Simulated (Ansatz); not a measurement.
The calculation's input:

```
crystal:
  lattice:
    - [3.1925545807, 0.0, 0.0]
    - [-1.5962772903, 2.7648333698, 0.0]
    - [0.0, 0.0, 5.0813085874]
  atoms:
    - { symbol: Hf, position: [0.3333333333, 0.6666666667, 0.25] }
    - { symbol: Hf, position: [0.6666666667, 0.3333333333, 0.75] }
basis:
  ecutwfc: 500
kpoints:
  mp_grid: { grid: [18, 18, 8] }
hamiltonian:
  xc: r2scan
scf:
  occupations: { method: gaussian, width: 0.1 }
output:
  forces: true
  stress: true
  eigenvalues: true
  write_density: true
  write_potential: true
  elf: true
  volumetric_format: npy
relax:
  adjacent_minimum: "off"
  f_tol: 0.01
  max_steps: 60
  cell: { stress_tol: 0.1 }
```

Command:

```sh
ansatz run input.yaml --threads 1 --pin off --max-ram 2560MiB --backend cpu --events-out ev --progress --plain --runs-dir out
```

Below, planes, directions and counts refer to the conventional cell (a = 3.20 Å, b = 3.20 Å, c = 5.04 Å, α = 90.00°, β = 90.00°, γ = 120.00°).

The fields are those of the run's last geometry, not of the input's.

Space group P6₃/mmc.

Theory: Ansatz 0.2.0, DFT r2SCAN, scalar-relativistic, plane waves, PAW.

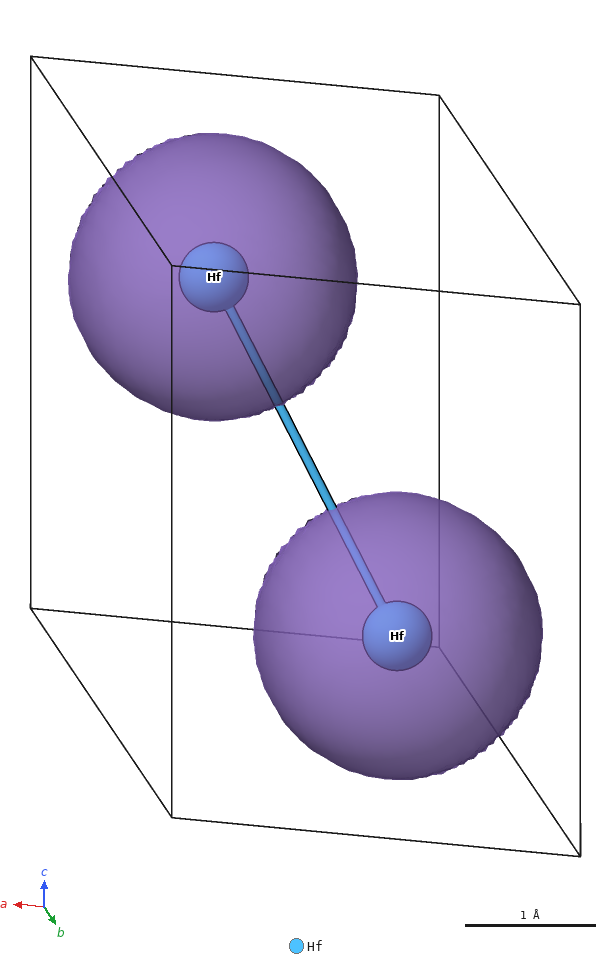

Hf. Isosurface of the valence charge density (pseudo) at 0.4 e/Å³ (purple), seen at an oblique angle. Sticks mark near contacts.

In a PAW calculation such maps are meaningful between the atoms, not at the nuclei.

> How is the density connected at this value?

At this value the density breaks into separate islands; it holds about 85 % of the electrons treated as valence (semicore included). It bridges none of the near contacts. It is pinched off along the sampled Hf–Hf (3.13 Å) and Hf–Hf (3.20 Å) contacts. On the grid the lowest density along these lines, outside the cores, is 0.19 e/Å³ (Hf–Hf, 3.13 Å) and 0.19 e/Å³ (Hf–Hf, 3.20 Å).
